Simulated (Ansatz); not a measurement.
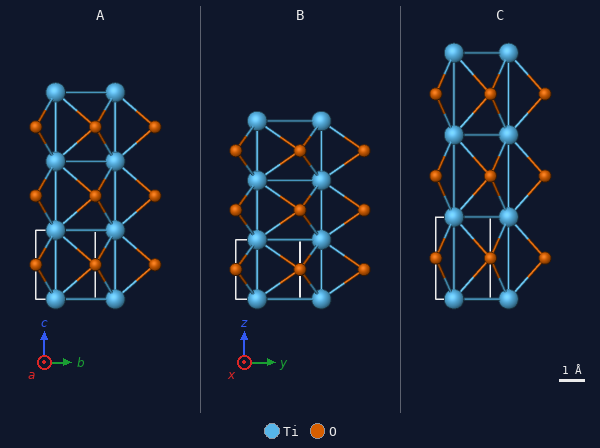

Energy scan for a crystal of TiO (P-6m2), in which the ratio of the cell's length along z to its lengths across, counted as 1 for the reference, is changed at fixed volume (a c/a path), with the atoms kept at their fractional coordinates. x, y and z are the Cartesian axes of the input. The picture is a ball-and-stick view of the cell of the calculation, repeated 3 × 2 × 3 with one cell outlined, seen along the a axis.

The calculation used Ansatz, DFT PBEsol, scalar-relativistic, plane waves, PAW. Settings: plane-wave cutoff 420 eV; k-point mesh 30 × 30 × 24; occupations gaussian; smearing width 0.15 eV; no spin polarisation. Energies (free energies at the smearing named) are counted from the relaxed crystal.

### Rank the frames from lowest to highest energy.

Lowest first: A (the relative ratio 1.00, 0 meV/atom), B (the relative ratio 0.80, 429 meV/atom), C (the relative ratio 1.30, 610 meV/atom). Over the whole scan: the lowest computed point lies at the relative ratio 1.00 (0 meV/atom). The end points stand at 429 meV/atom (0.80) and 610 meV/atom (1.30). The distortion keeps the space group P-6m2. At the relative ratio 1.30 the cell of the drawing goes a 2.789 → 2.555 Å, b 2.789 → 2.555 Å, c 2.794 → 3.328 Å.
